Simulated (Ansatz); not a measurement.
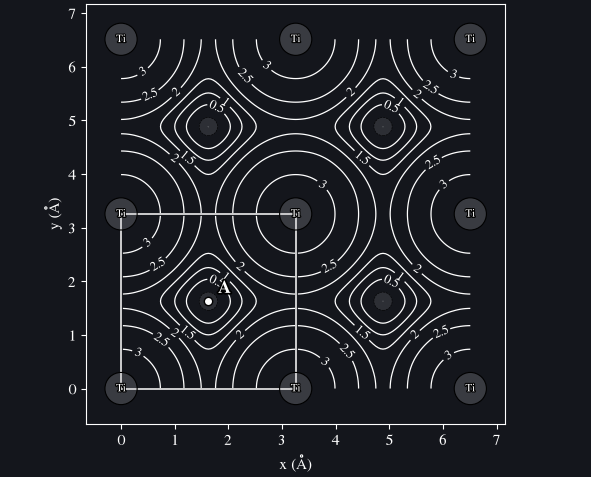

S on a Ti(100) slab cut from the Im-3m phase, its upper half relaxed before the scan (4 atoms of substrate and one adsorbate in a 1 × 1 cell). 
- S is moved over the surface cell; relaxed at each place: the height of the adsorbate's atoms; substrate rigid; the origin of the map has the adsorbate above Ti4.
- Places are given modulo a cell vector. The map is drawn in real space over the plane of the surface.
- Grid: 8 × 8 points; 15 points were computed and 49 follow by symmetry.
- Energies: eV, counted from the lowest grid point.
- With one adsorbate in each 1 × 1 cell, its nearest image is 3.3 Å away, so neighbouring adsorbates interact.
- Method: Ansatz 0.2.0, DFT PBE, scalar-relativistic, plane waves, PAW. Settings: cutoff 420 eV, k-mesh 8×8×1, gaussian smearing 0.1 eV, no spin polarisation.

In the figure: contour lines labelled in eV, labelled circles for the atoms of the top layer and small ones for the second layer, the outline of one cell of the 2 × 2 shown, the point A. Between grid points the surface is interpolated.

Question: What is the easiest way out of the well at A, and how high is the barrier?

Answer: The easiest path leads from the well at a fourfold hollow over a second-layer Ti atom, (4/8, 4/8) of the cell vectors to its copy one period on. Its highest point lies about 1.9 eV above the bottom of the first well on the interpolated surface, at a bridge site between two Ti atoms, (0/8, 4/8) of the cell vectors. This is the barrier on the constrained surface; relaxing the other coordinates would change it.

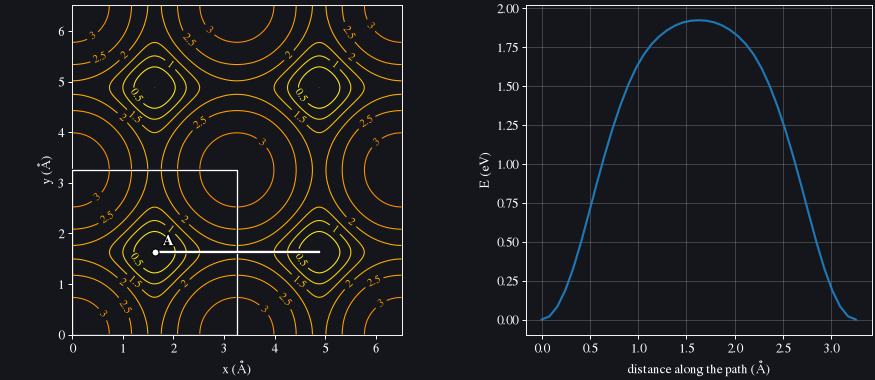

The picture shows contour lines labelled in eV, a line along the lowest path, the outline of one cell of the 2 × 2 shown, the energy along the path at the right. Between grid points the surface is interpolated.

PAW datasets: the set soft_1.
